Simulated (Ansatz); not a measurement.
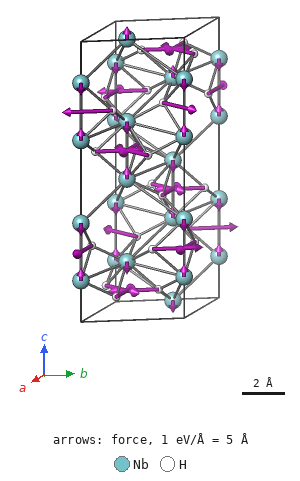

Starting geometry of solid Nb2H3 (built on the corundum_167 type) (coarse preliminary run) with the computed forces as purple arrows. A ball-and-stick model of the conventional cell (3 times the calculation's cell), seen slightly off an axis. Lengths and directions refer to the drawn axes.

Case: corundum type (R-3c, No. 167).

Level of theory: DFT PBE, scalar-relativistic, plane waves, PAW in Ansatz 0.2.0. (plane-wave cutoff 420 eV; k-point mesh 6 × 6 × 6; occupations gaussian; smearing width 0.1 eV; no spin polarisation; cell and atoms relaxed; force threshold 0.04 eV/Å; at most 70 steps)

### Is this structure relaxed? If not, where do the atoms go?

It isn't relaxed: the largest force vector, on H atoms, is 0.50 eV/Å. The final displacements follow the starting forces only in part (cosine between the two patterns 0.62). The largest moves relative to the cell, 0.23 Å, are those of Nb atoms. Largest moves by element: Nb 0.23 Å, H 0.23 Å. The drawn cell changes as follows: a = b 5.053 → 5.048 Å (−0.1 %), c 13.795 → 12.071 Å (−12.5 %); the volume changes by −12.7 %. Near-neighbour distances that change, for instance: Nb–Nb 4.078 → 3.100 Å, Nb–Nb 3.417 → 3.111 Å, H–Nb 2.093 → 1.974 Å, Nb–Nb 2.819 → 2.935 Å. New bonds form: Nb–Nb (4.08 → 3.10 Å). Among the angles between lasting bonds that change: Nb–H–Nb 120.4° → 104.5°, Nb–H–Nb 84.7° → 96.0°, Nb–H–Nb 93.6° → 101.8°. The space group stays R-3c (No. 167). Over 5 accepted moves (6 points after the start) the energy falls by 130 meV per atom. The largest force component goes from 0.5 to 0.01 eV/Å. The pressure goes from −9.03 to −0.01 GPa. The SCF was repeated once at an unchanged geometry on a basis and grid sized afresh for the cell, which shifted the energy by 0.8 meV per atom at most.
